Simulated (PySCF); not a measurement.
# C$_{2}$H$_{4}$O$_{2}$ (SMILES CC(=O)O): what the fields show

Input file:

```
{"job": {"kind": "uv", "xc": "PBE0", "basis": "def2-SVPD", "nstates": 6, "ntriplets": 2}, "charge": 0, "multiplicity": 1}
C     -0.957572    -0.057799    -0.118174
C      0.486545     0.327931     0.021146
O      0.928922     1.441383    -0.048789
O      1.264672    -0.741780     0.241993
H     -1.283426    -0.557317     0.791035
H     -1.560160     0.826951    -0.296529
H     -1.062631    -0.756291    -0.944732
H      2.192708    -0.473666     0.329486
```

Command:

```sh
OMP_NUM_THREADS=1 python probes_run.py task.json out
```

Geometry: GFN2-xTB.

All numbers below come from PySCF 2.14.0, PBE0/def2-SVPD, SCF density, gas phase.

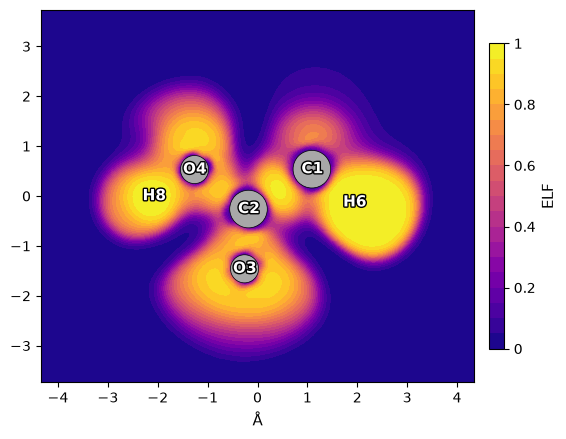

Figure 1. Electron localisation function on the plane of atoms C2, C1 and H6. Grey discs cover the atomic cores.

Read the bonding off the picture.

Answer. The plane passes through C, O and H nuclei.
C–O (1.20 Å): the ELF peaks at about 0.85 between the atoms: a multiple bond.
C–C (1.50 Å): the ELF peaks at about 0.95 between the atoms: localised, covalent bonding.
O–H (0.97 Å): the ELF climbs to about 1 towards the hydrogen, as it does in any bond to H; a covalent bond by its length.
C–O (1.34 Å): the ELF peaks at about 0.90 between the atoms; a polar covalent bond.
C–H (1.09 Å): the ELF climbs to about 1 towards the hydrogen; a covalent bond by its length.
The ELF also peaks beside O3 and O4, away from the bonds: lone-pair regions.

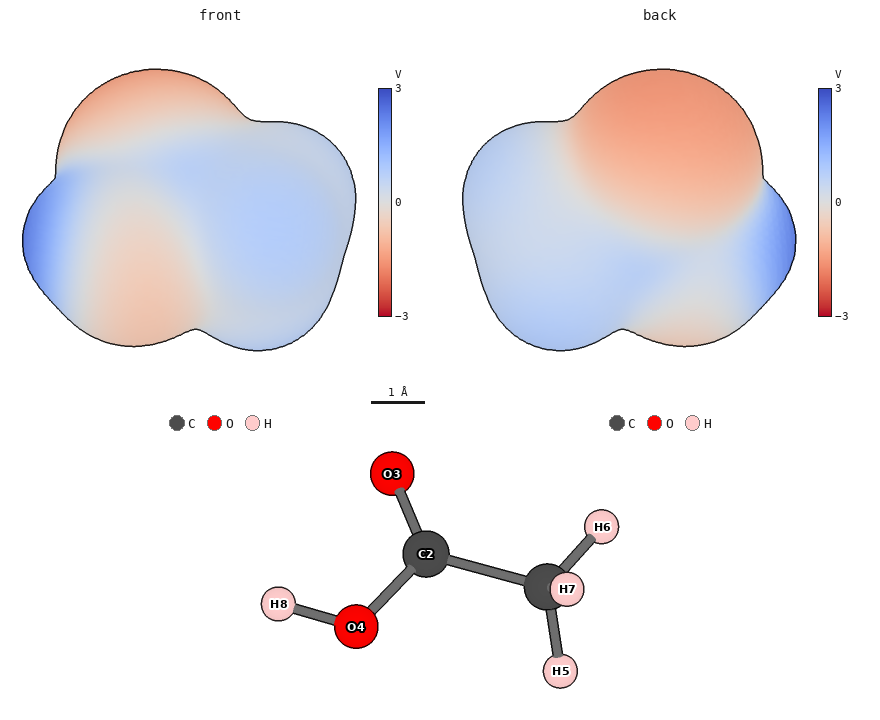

Figure 2. The electrostatic potential painted on the density surface at 0.001 e/bohr³, seen from the front and from behind; the colour scale runs from red (negative) to blue (positive). The bare structure is drawn below in the same view.

Describe the electrostatic potential map.

Answer. The most negative region (about −1.5 V) lies over O3, the most positive (about +2.2 V) over H8. O3 is the likeliest acceptor of a hydrogen bond.
